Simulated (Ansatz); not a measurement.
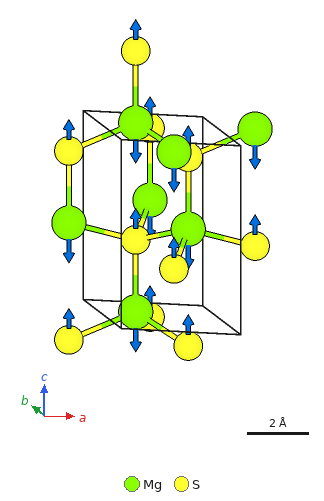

One vibrational mode of solid MgS at the zone centre. The blue arrows give the relative displacements of the atoms. The picture is a ball-and-stick view of the cell of the calculation, seen slightly off an axis.

The calculation used DFT PBE, scalar-relativistic, plane waves, PAW in Ansatz 0.2.0.

The input:
```yaml
crystal:
  lattice:
    - [4.0546233461, 0.0, 0.0]
    - [-2.027311673, 3.5114068205, 0.0]
    - [0.0, 0.0, 6.4909844977]
  atoms:
    - { symbol: Mg, position: [0.6666666667, 0.3333333333, 0.4970252478] }
    - { symbol: Mg, position: [0.3333333333, 0.6666666667, 0.9970252478] }
    - { symbol: S, position: [0.3333333333, 0.6666666667, 0.3779737422] }
    - { symbol: S, position: [0.6666666667, 0.3333333333, 0.8779737422] }
basis:
  ecutwfc: 420
kpoints:
  mp_grid: { grid: [6, 6, 4] }
hamiltonian:
  xc: pbe
scf:
  occupations: { method: fixed }
output:
  eigenvalues: true
phonons:
  method: dfpt
  dielectric: true
  rigid_motions: translations
  eigenvectors: true
  qmesh: [2, 2, 1]
  temperatures: { t_max: 1000, t_step: 100 }
  qpath:
    path:
      - [[0.0, 0.0, 0.0], [0.5, 0.0, 0.0], [0.33333333, 0.33333333, 0.0], [0.0, 0.0, 0.0], [0.0, 0.0, 0.5], [0.5, 0.0, 0.5], [0.33333333, 0.33333333, 0.5], [0.0, 0.0, 0.5]]
      - [[0.5, 0.0, 0.5], [0.5, 0.0, 0.0]]
      - [[0.33333333, 0.33333333, 0.5], [0.33333333, 0.33333333, 0.0]]
    npoints: 8
```

Command:
```bash
ansatz run input.yaml --threads 1 --pin off --max-ram 2560MiB --backend cpu --events-out ev --progress --plain --runs-dir out
```

Frequencies are those without the non-analytic (LO–TO) term.

**Describe the mode and give its frequency.**

This is the A₁ mode at 308 cm⁻¹, optical level 3 of 6, counted from below, infrared- and Raman-active by symmetry. The Mg sublattice moves against the S sublattice, along c; it stretches the shortest Mg–S bonds (2.47 Å); the kinetic energy is shared as Mg 57 %, S 43 %. Its infrared intensity is 13 (D/Å)²/amu.
